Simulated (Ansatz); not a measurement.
## Geometry relaxation, with input and output: Au

System: Au (Fm-3m, 1 atom in the cell).
Method: DFT PBE+D3(BJ), scalar-relativistic, plane waves, PAW, no spin polarisation (Ansatz 0.2.0).

The structure derives from an entry of the Crystallography Open Database. Figures and captions count atoms from 1; the log counts them from 0 in places.

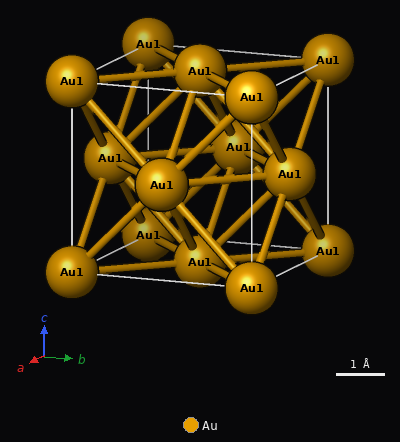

Figure 1. The starting structure (ball-and-stick view of the cell 4 times as large as that of the calculation, set on its symmetry axes, seen slightly off an axis; atoms are numbered from 1 in the order of the input). An atom can appear more than once, as a periodic image. Near neighbours in the periodic cell (some may lie outside the picture): Au has 12 Au at 2.89 Å.

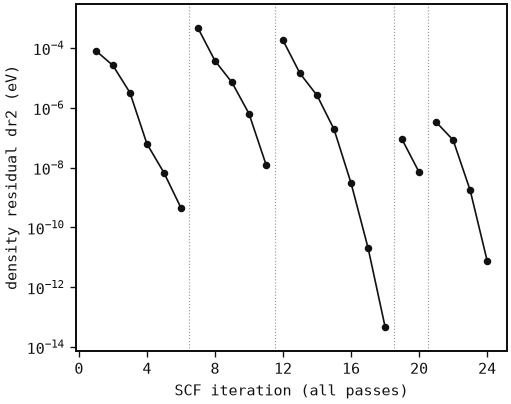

Figure 2. Convergence of the self-consistent field: density residual dr2 against the SCF iteration. The dotted lines part the SCF passes of the relaxation: geometry steps, rejected trials and re-solves on a re-selected basis. The 5 passes take 2 to 7 iterations each, 24 in all.

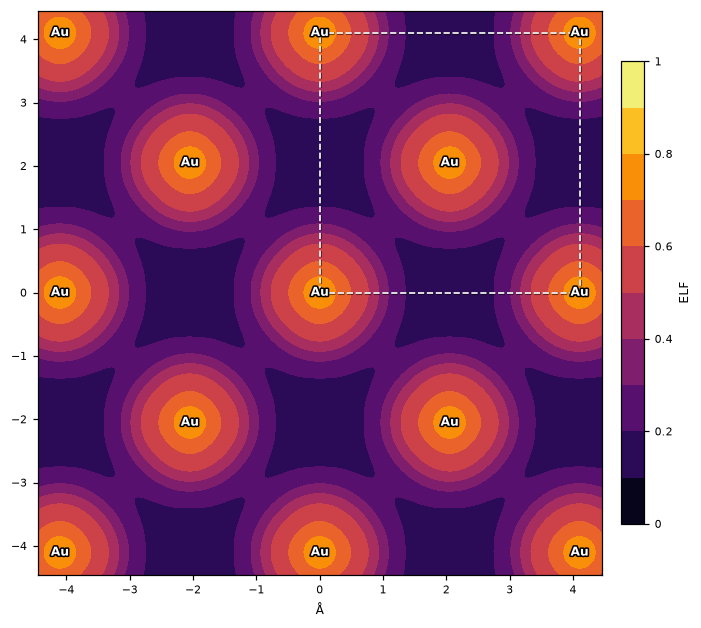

Figure 3. ELF on the (100) plane of the conventional cell. The section cuts through Au sites. Au–Au (2.90 Å): the ELF is about 0.20 at the midpoint; no localised pair between them. The strong features right at Au lie inside the PAW spheres (semicore, d or f shells) and say nothing about bonding. In a PAW calculation such maps are meaningful between the atoms, not at the nuclei.

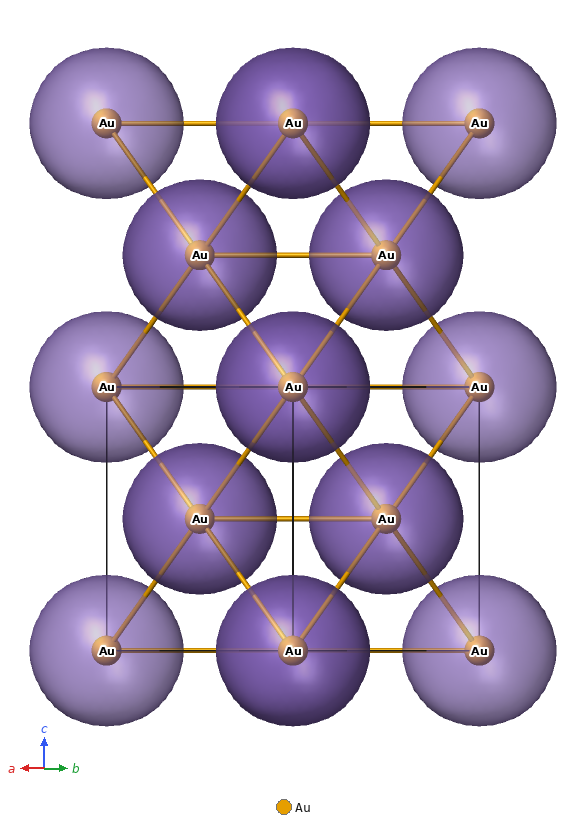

Figure 4. Isosurface of the valence pseudo-density at 0.4 e/Å³ (purple), seen along [110]. Sticks mark near contacts. The outline is the cell set on symmetry axes. At this value the density breaks into separate islands; it holds about 85 % of the electrons treated as valence (semicore included). It is pinched off along the Au–Au (2.90 Å) contacts. On the grid the lowest density along these lines, outside the cores, is 0.27 e/Å³ (Au–Au, 2.90 Å).

The input that produced these results follows, with the program's output.

The input
```yaml
crystal:
  lattice:
    - [0.0, 2.0455, 2.0455]
    - [2.0455, 0.0, 2.0455]
    - [2.0455, 2.0455, 0.0]
  atoms:
    - { symbol: Au, position: [0.0, 0.0, 0.0] }
basis:
  ecutwfc: 420
kpoints:
  mp_grid: { grid: [18, 18, 18] }
hamiltonian:
  xc: pbe
  dispersion: d3bj
scf:
  occupations: { method: gaussian, width: 0.1 }
output:
  forces: true
  stress: true
  eigenvalues: true
  write_density: true
  write_potential: true
  elf: true
  volumetric_format: npy
relax:
  adjacent_minimum: "off"
  f_tol: 0.005
  max_steps: 80
  cell: { stress_tol: 0.05 }
```

Launched with:
```bash
ansatz run input.yaml --threads 4 --pin off --max-ram 10240MiB --backend cpu --events-out ev --progress --plain --runs-dir out
```

Log
```
Engine: ansatz 0.2.0, x86_64-unknown-linux-gnu
Pseudopotentials: kind: paw
Pseudopotential: Au, paw, valence charge 19, recommended cutoff 420 eV (normal), Au.paw.azcp
Functional definition: PBE
  parameter kappa = 0.804
  parameter beta = 0.06672455060314922
  exchange = pbe_x(kappa = kappa, mu = beta*pi^2/3)
  correlation = pbe_c(beta = beta)
Crystal: 1 atoms, lattice volume = 17.117 Å³
Basis set: ecut = 420 eV, 331 PW (Γ), exchange–correlation on 40×40×40 points (8 copies of the dense FFT grid, shifted against one another)
Bands: 14, of which v1, the nominal top of the filled ones, is band 10 counted from 1 (9 counted from 0)
Symmetry: 48 space group operations
Space group: Fm-3m (ITA 225), of the structure as read, at distance tolerance 2.6e-5 Å
k-points: 195 of 5832
Non-local potential: Au, projectors of the file, l = 0: 3, l = 1: 2, l = 2: 2, l = 3: 1
PAW form: soft (Blöchl's): semilocal exchange-correlation on the pseudo side does not see the compensation charge
PAW one-centre angular grid: Au, 590 points (default); XC on 64 Gauss nodes
Initial density: superposition of atomic densities (neutral atoms: chi_scale 0, normalization atom), corrected by the library's trained network
Initial wavefunctions: pseudopotential atomic-orbital guess
Functional: x = pbe(κ = 0.804, μ = 0.2195149727645171), c = pbe(β = 0.06672455060314922)
SCF iter   1: F=—  HF=-13149.971631 eV  |F-HF|=—  |Δ(HF+E_count)|=         —  Δρ=1.54e-3  dr2=8.13e-5  ethr=1.77e-3  ⟨swp⟩=4.7  Hψ=13677  notcnv=0
preconditioner: auto → none  [metal: Δε(μ)=0.076 eV  Ē_g=15.988 eV  σ=0.100 eV  W_gap=0.36  n_scr=8 (ndim 8)  ℏωp=29.8 eV  f_vac=0.000  D(μ)=0.27/eV (n_scr^D=0)  sad-step TF]
SCF iter   2: F=—  HF=-13149.972002 eV  |F-HF|=—  |Δ(HF+E_count)|=   3.71e-4  Δρ=8.64e-4  dr2=2.61e-5  ethr=4.28e-7  ⟨swp⟩=2.5  Hψ=6110  notcnv=0
SCF iter   3: F=—  HF=-13149.972096 eV  |F-HF|=—  |Δ(HF+E_count)|=   9.36e-5  Δρ=1.36e-4  dr2=3.23e-6  ethr=1.38e-7  ⟨swp⟩=2.0  Hψ=3703  notcnv=0
iter 4 did not close the SCF: its close was put off for the readings that it lacked (scf_convergence_deferred on its scf_iter line)
SCF iter   4: F=-13149.972095 eV  HF=-13149.972095 eV  |F-HF|=1.91e-7  |Δ(HF+E_count)|=   9.70e-7  Δρ=4.51e-5  dr2=6.24e-8  ethr=1.70e-8  ⟨swp⟩=2.0  Hψ=3708  notcnv=0
iter 5 did not close the SCF: its close was put off for the readings that it lacked (scf_convergence_deferred on its scf_iter line)
SCF iter   5: F=-13149.972095 eV  HF=-13149.972095 eV  |F-HF|=2.50e-9  |Δ(HF+E_count)|=   2.01e-7  Δρ=6.88e-6  dr2=6.75e-9  ethr=3.29e-10  ⟨swp⟩=2.5  Hψ=4482  notcnv=0
SCF iter   6: F=-13149.972095 eV  HF=-13149.972095 eV  |F-HF|=2.51e-10  |Δ(HF+E_count)|=  1.64e-10  Δρ=1.61e-6  dr2=4.52e-10  ethr=3.55e-11  ⟨swp⟩=5.2  Hψ=13798  notcnv=0
SCF 1 converged in 6 iterations: F = -13149.972095 eV  dr2 = 4.52e-10
  greatest PAW one-centre occupation: 1.000 electrons in one spin orbital (limit 2), on the Au atom at site 0 (counted from 0), in its partial waves of l = 0
relax step   1: F+E_penalty+E_count = -13149.97209476 eV  Δ(F+E_penalty+E_count) = +0.000e0 eV  max|allowed force component| = 0.000e0 eV/Å  Δτ_max = 0.0000 Å  P = +1.500 GPa  Ω = 17.117 Å³  (6 SCF iters, dr2 threshold 1.00e-7 eV, accepted)
Crystal: 1 atoms, lattice volume = 17.552 Å³
Initial density: handed on by an earlier stage of this run
Initial wavefunctions: those handed on with the density
iter 1 solved again at ethr=1.87e-6 eV; its pass at ethr=3.10e-3 eV (dr2=3.56e-4 eV) is discarded
SCF iter   1: F=—  HF=-13149.970513 eV  |F-HF|=—  |Δ(HF+E_count)|=         —  Δρ=1.59e-3  dr2=4.65e-4  ethr=1.87e-6  ⟨swp⟩=1.9  Hψ=18788  notcnv=0
preconditioner: auto → none  [metal: Δε(μ)=0.024 eV  Ē_g=15.750 eV  σ=0.100 eV  W_gap=0.13  n_scr=8 (ndim 8)  ℏωp=29.4 eV  f_vac=0.000  D(μ)=0.26/eV (n_scr^D=0)]
SCF iter   2: F=—  HF=-13149.970399 eV  |F-HF|=—  |Δ(HF+E_count)|=   1.13e-4  Δρ=7.23e-4  dr2=3.75e-5  ethr=1.87e-6  ⟨swp⟩=2.0  Hψ=3729  notcnv=0
SCF iter   3: F=—  HF=-13149.970388 eV  |F-HF|=—  |Δ(HF+E_count)|=   1.10e-5  Δρ=2.89e-4  dr2=7.06e-6  ethr=1.98e-7  ⟨swp⟩=3.0  Hψ=4707  notcnv=0
SCF iter   4: F=—  HF=-13149.970388 eV  |F-HF|=—  |Δ(HF+E_count)|=   3.33e-7  Δρ=9.03e-5  dr2=6.36e-7  ethr=3.71e-8  ⟨swp⟩=1.0  Hψ=2730  notcnv=0
SCF iter   5: F=-13149.970388 eV  HF=-13149.970388 eV  |F-HF|=6.57e-10  |Δ(HF+E_count)|=   1.97e-8  Δρ=1.35e-5  dr2=1.27e-8  ethr=5.26e-10  ⟨swp⟩=7.2  Hψ=14417  notcnv=0
SCF 2 converged in 5 iterations: F = -13149.970388 eV  dr2 = 1.27e-8
relax step   2: F+E_penalty+E_count = -13149.97038781 eV  Δ(F+E_penalty+E_count) = +1.707e-3 eV  max|allowed force component| = 0.000e0 eV/Å  Δτ_max = 0.0000 Å  P = -2.528 GPa  Ω = 17.552 Å³  energy of the carried Pulay correction = -1.558e-4 eV  (5 SCF iters, dr2 threshold 1.00e-7 eV, rejected (line search))
Crystal: 1 atoms, lattice volume = 17.277 Å³
iter 1 solved again at ethr=9.37e-7 eV; its pass at ethr=3.10e-3 eV (dr2=1.78e-4 eV) is discarded
SCF iter   1: F=—  HF=-13149.972798 eV  |F-HF|=—  |Δ(HF+E_count)|=         —  Δρ=1.00e-3  dr2=1.81e-4  ethr=9.37e-7  ⟨swp⟩=2.0  Hψ=18912  notcnv=0
preconditioner: auto → none  [metal: Δε(μ)=0.008 eV  Ē_g=15.897 eV  σ=0.100 eV  W_gap=0.05  n_scr=8 (ndim 8)  ℏωp=29.6 eV  f_vac=0.000  D(μ)=0.27/eV (n_scr^D=0)]
SCF iter   2: F=—  HF=-13149.972757 eV  |F-HF|=—  |Δ(HF+E_count)|=   4.08e-5  Δρ=4.47e-4  dr2=1.41e-5  ethr=9.37e-7  ⟨swp⟩=2.0  Hψ=3688  notcnv=0
SCF iter   3: F=—  HF=-13149.972751 eV  |F-HF|=—  |Δ(HF+E_count)|=   6.20e-6  Δρ=1.79e-4  dr2=2.60e-6  ethr=7.40e-8  ⟨swp⟩=2.8  Hψ=4621  notcnv=0
SCF iter   4: F=—  HF=-13149.972747 eV  |F-HF|=—  |Δ(HF+E_count)|=   4.44e-6  Δρ=5.07e-5  dr2=1.91e-7  ethr=1.37e-8  ⟨swp⟩=1.0  Hψ=2730  notcnv=0
SCF iter   5: F=—  HF=-13149.972748 eV  |F-HF|=—  |Δ(HF+E_count)|=   1.27e-6  Δρ=6.74e-6  dr2=3.02e-9  ethr=1.01e-9  ⟨swp⟩=2.2  Hψ=3357  notcnv=0
SCF iter   6: F=—  HF=-13149.972748 eV  |F-HF|=—  |Δ(HF+E_count)|=  5.88e-10  Δρ=5.58e-7  dr2=2.05e-11  ethr=1.59e-11  ⟨swp⟩=2.0  Hψ=4522  notcnv=0
SCF iter   7: F=-13149.972748 eV  HF=-13149.972748 eV  |F-HF|=3.64e-12  |Δ(HF+E_count)|=  3.64e-12  Δρ=2.00e-8  dr2=4.74e-14  ethr=1.00e-12  ⟨swp⟩=4.8  Hψ=9548  notcnv=0
SCF 3 converged in 7 iterations: F = -13149.972748 eV  dr2 = 4.74e-14
relax step   3: F+E_penalty+E_count = -13149.97274786 eV  Δ(F+E_penalty+E_count) = -6.531e-4 eV  max|allowed force component| = 0.000e0 eV/Å  Δτ_max = 0.0000 Å  P = -0.057 GPa  Ω = 17.277 Å³  energy of the carried Pulay correction = -5.756e-5 eV  (7 SCF iters, accepted)
Crystal: 1 atoms, lattice volume = 17.271 Å³
iter 1 solved again at ethr=2.75e-10 eV; its pass at ethr=3.10e-3 eV (dr2=5.23e-8 eV) is discarded
SCF iter   1: F=—  HF=-13149.972751 eV  |F-HF|=—  |Δ(HF+E_count)|=         —  Δρ=2.22e-5  dr2=8.77e-8  ethr=2.75e-10  ⟨swp⟩=2.0  Hψ=17769  notcnv=0
preconditioner: auto → none  [metal: Δε(μ)=0.009 eV  Ē_g=15.907 eV  σ=0.100 eV  W_gap=0.05  n_scr=8 (ndim 8)  ℏωp=29.6 eV  f_vac=0.000  D(μ)=0.27/eV (n_scr^D=0)]
SCF iter   2: F=-13149.972751 eV  HF=-13149.972751 eV  |F-HF|=4.11e-9  |Δ(HF+E_count)|=   3.95e-7  Δρ=1.00e-5  dr2=7.01e-9  ethr=4.21e-11  ⟨swp⟩=5.0  Hψ=13778  notcnv=0
SCF 4 converged in 2 iterations: F = -13149.972751 eV  dr2 = 7.01e-9
relax step   4: F+E_penalty+E_count = -13149.97275108 eV  Δ(F+E_penalty+E_count) = -3.221e-6 eV  max|allowed force component| = 0.000e0 eV/Å  Δτ_max = 0.0000 Å  P = +0.000 GPa  Ω = 17.271 Å³  energy of the carried Pulay correction = -5.539e-5 eV  (2 SCF iters, dr2 threshold 8.00e-9 eV, accepted)
Initial wavefunctions: pseudopotential atomic-orbital guess (no wavefunctions were taken with the density)
iter 1 solved again at ethr=2.54e-9 eV; its pass at ethr=3.10e-3 eV (dr2=4.83e-7 eV) is discarded
SCF iter   1: F=—  HF=-13149.972750 eV  |F-HF|=—  |Δ(HF+E_count)|=         —  Δρ=3.02e-4  dr2=3.34e-7  ethr=2.54e-9  ⟨swp⟩=3.9  Hψ=22658  notcnv=0
SCF iter   2: F=—  HF=-13149.972791 eV  |F-HF|=—  |Δ(HF+E_count)|=   4.09e-5  Δρ=1.51e-4  dr2=8.35e-8  ethr=1.76e-9  ⟨swp⟩=1.0  Hψ=2730  notcnv=0
SCF iter   3: F=—  HF=-13149.972805 eV  |F-HF|=—  |Δ(HF+E_count)|=   1.34e-5  Δρ=3.36e-6  dr2=1.76e-9  ethr=4.39e-10  ⟨swp⟩=1.0  Hψ=2730  notcnv=0
SCF iter   4: F=-13149.972805 eV  HF=-13149.972805 eV  |F-HF|=9.09e-12  |Δ(HF+E_count)|=  4.20e-10  Δρ=3.62e-7  dr2=7.66e-12  ethr=1.00e-12  ⟨swp⟩=4.7  Hψ=12722  notcnv=0
SCF 5 converged in 4 iterations: F = -13149.972805 eV  dr2 = 7.66e-12
relax step   5: F+E_penalty+E_count = -13149.97280473 eV  Δ(F+E_penalty+E_count) = -5.365e-5 eV  max|allowed force component| = 0.000e0 eV/Å  Δτ_max = 0.0000 Å  P = -0.001 GPa  Ω = 17.271 Å³  stress off target by 1.48e-3 GPa  SCF on the basis re-selected at this cell (its energy is not comparable with the rows above)  (4 SCF iters)
basis re-selected at this cell: Δ(F+E_penalty+E_count) = -5.365e-5 eV, ΔP = -0.002 GPa vs the last step (what re-selecting the basis moved, of the pressure what is left beyond the Pulay correction that the steps carried, after the strain that the cell walked since its last selection, with what the two solves' SCF thresholds leave and, on support functions, any second-order correction that the steps lacked; it is no measure of the basis error at this ecutwfc). This SCF's stress stands 1.48e-3 GPa from its target on what of the cell is left free (relax.cell.stress_tol is 5.00e-2 GPa) and its largest allowed force component is 0.00e0 eV/Å (relax.f_tol is 5.00e-3 eV/Å): within both
SCF converged after 4 iterations
Free energy (F): -13149.972805 eV
Harris-Foulkes:  -13149.972805 eV  (|F-HF|=9.09e-12)
Internal energy: -13149.971460 eV  (E = F + TS)
E sigma→0 (E₀):  -13149.972132 eV
Entropy (-TS):   -0.001345 eV (-1.345 meV/atom)
Fermi energy:    20.256324 eV
--- Per-component energies (eV) ---
  E_band       = -212.518027
  E_kinetic    = 604.925026
  E_local      = -1724.080174  (includes V_loc(G=0)·N_el)
  E_nonlocal   = 74.285007
  E_hartree    = 734.617594
  E_xc         = -228.084668
  E_vxc        = -275.345863  (∫ρ·V_xc dr)
  E_paw        = -9706.733598  (= ΣΔE_a)
  E_vpaw       = -361.538643  (= ΣTr[D̂ρ^β])
  E_aug_tail   = 0.001468  (compensation charges beyond the density's cutoff)
  E_ewald      = -2904.245592
  E_disp       = -0.656522  (pairwise vdW)
  E_smearing   = -0.001345  (= −TS)
  E_closure    = 0.000000  (closes the sum)
  Σ components = -13149.972805   (vs F -13149.972805, Δ=0.00e0)
--- Forces (eV/Å), atoms counted from 1 ---
  atom   1  Au    -0.00000000     0.00000000     0.00000000
  max |Σ_I F_I| component: 2.47e-32 eV/Å
--- Stress (GPa, compression-positive) ---
       -0.001483      -0.000000      -0.000000
       -0.000000      -0.001483      -0.000000
       -0.000000      -0.000000      -0.001483
  P = ⅓ Tr σ = -0.0015 GPa (-0.015 kbar)
--- Band table (eV; the first three rows and the last of 195) ---
  k-point 0: bands = ["-85.1184", "-36.4744", "-36.4744", "-36.4744", "10.5496", "15.6583", "15.6583", "15.6583", "17.1436", "17.1436", "34.7667", "38.6895", "38.6895", "38.6895"]
  k-point 1: bands = ["-85.1181", "-36.4808", "-36.4754", "-36.4754", "10.6566", "15.6236", "15.6952", "15.6952", "17.1268", "17.1268", "34.8906", "37.9830", "38.8139", "38.8139"]
  k-point 2: bands = ["-85.1171", "-36.4990", "-36.4782", "-36.4782", "10.9689", "15.5354", "15.7913", "15.7913", "17.0928", "17.0928", "35.1648", "36.5233", "39.1653", "39.1653"]
  k-point 194: bands = ["-85.1037", "-36.6239", "-36.6035", "-36.5558", "14.3647", "14.8797", "15.5606", "17.0545", "18.6399", "24.9663", "25.8480", "27.2056", "29.6347", "42.0692"]
--- Relaxed structure (4 steps of the walk, 3 accepted, 1 SCFs on fresh bases) ---
  F+E_penalty+E_count = -13149.97280473 eV   max|allowed force component| = 0.000e0 eV/Å   (the final SCF, on the basis selected at the relaxed cell)
  cell:  # Å, volume = 17.2705 Å³
    - [1.460938701452303e-34, 2.0515964881268287, 2.0515964881268287]
    - [2.0515964881268287, -3.861336632633896e-35, 2.0515964881268287]
    - [2.0515964881268287, 2.0515964881268287, 1.9903797003498398e-35]
  atoms:
    - { symbol: Au, position: [0.0, 0.0, 0.0] }
```

Trajectory as extended XYZ (Å, eV, eV/Å), 5 frames, from step=1 to step=5
```
1
Lattice="0.0000 2.0455 2.0455 2.0455 0.0000 2.0455 2.0455 2.0455 0.0000" Properties=species:S:1:pos:R:3:forces:R:3 step=1 energy=-13149.97209 pressure_GPa=1.50
Au    0.0000    0.0000    0.0000    0.0000   0.0000   0.0000
1
Lattice="0.0000 2.0627 2.0627 2.0627 0.0000 2.0627 2.0627 2.0627 0.0000" Properties=species:S:1:pos:R:3:forces:R:3 step=2 energy=-13149.97039 pressure_GPa=-2.53 accepted=F
Au    0.0000    0.0000    0.0000    0.0000   0.0000   0.0000
1
Lattice="0.0000 2.0518 2.0518 2.0518 0.0000 2.0518 2.0518 2.0518 0.0000" Properties=species:S:1:pos:R:3:forces:R:3 step=3 energy=-13149.97275 pressure_GPa=-0.06
Au    0.0000    0.0000    0.0000    0.0000   0.0000   0.0000
1
Lattice="0.0000 2.0516 2.0516 2.0516 0.0000 2.0516 2.0516 2.0516 0.0000" Properties=species:S:1:pos:R:3:forces:R:3 step=4 energy=-13149.97275 pressure_GPa=0.00
Au    0.0000    0.0000    0.0000    0.0000   0.0000   0.0000
1
Lattice="0.0000 2.0516 2.0516 2.0516 0.0000 2.0516 2.0516 2.0516 0.0000" Properties=species:S:1:pos:R:3:forces:R:3 step=5 energy=-13149.97280 pressure_GPa=-0.00
Au    0.0000    0.0000    0.0000    0.0000   0.0000   0.0000
```

Results in brief

- outcome: converged
- space group (tolerance 0.01 Å): Fm-3m (225)
- electrons treated: 19
- free energy: −13149.9728 eV
- Fermi energy: 20.256 eV
- gap on the k-point mesh: none (metallic)
- pressure: 0.00 GPa
- final volume: 17.27 Å³
- largest force (length of the vector) at the end: under 0.001 eV/Å
- final cell: a = 2.901 Å, b = 2.901 Å, c = 2.901 Å, α = 60.00°, β = 60.00°, γ = 60.00°
- hardware: 4 threads of Intel Xeon (Granite Rapids), 32 GiB of memory available, shared host
- wall time: 3.2 s (CPU time 11 s)
- peak memory: 0.38 GiB

Spin–orbit coupling is left out, which matters for Au.
